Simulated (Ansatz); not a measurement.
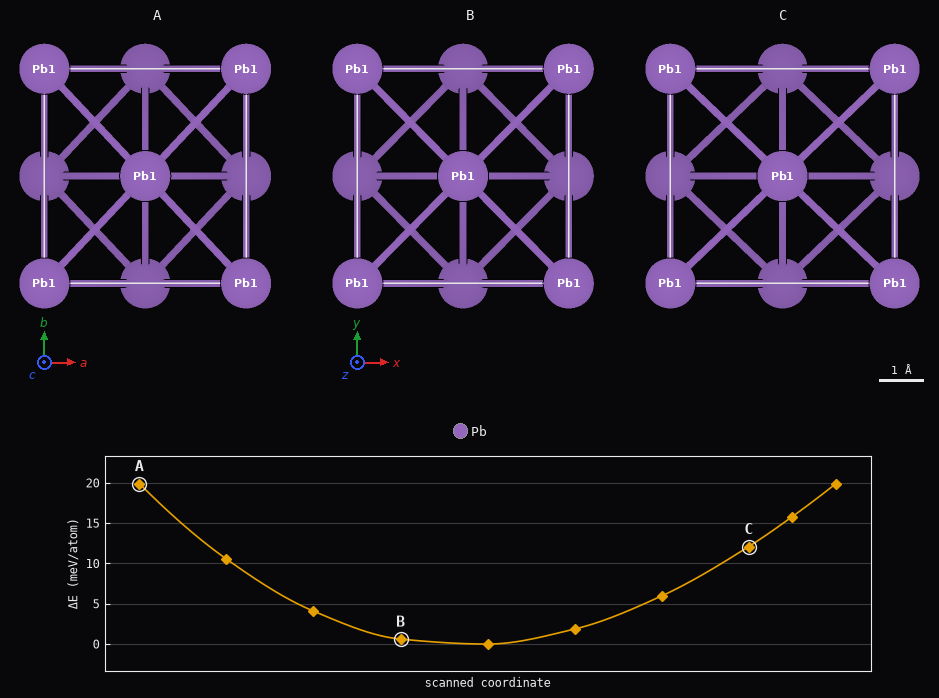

Frames of a one-coordinate scan of crystalline Pb (Fm-3m). x, y and z are the Cartesian axes of the input. A ball-and-stick model of the conventional cell (4 times the calculation's cell), seen along the c axis. Lengths and directions refer to the drawn axes.

Theory: Ansatz 0.2.0, DFT PBEsol, scalar-relativistic, plane waves, PAW. (plane-wave cutoff 420 eV; k-point mesh 16 × 16 × 16; occupations gaussian; smearing width 0.15 eV; no spin polarisation). Energies (free energies at the smearing named) are counted from the cell as listed in its source, which wasn't relaxed.

Which coordinate changes from frame to frame?

The cell is strained along x alone, with the atoms kept at their fractional coordinates. In the frames the strain is −0.06 (A), −0.015 (B), 0.045 (C). The lowest computed point lies at the strain 0.00 (0.0 meV/atom). At the ends of the scan the energy is 19.9 meV/atom (−0.06) and 19.9 meV/atom (0.06). The curvature at zero strain, (1/V) d²E/dε², is about 60 GPa; it is C₁₁ with clamped ions. The distortion takes the space group from Fm-3m to I4/mmm. At the strain −0.06 the cell of the drawing goes a 4.940 → 4.643 Å.
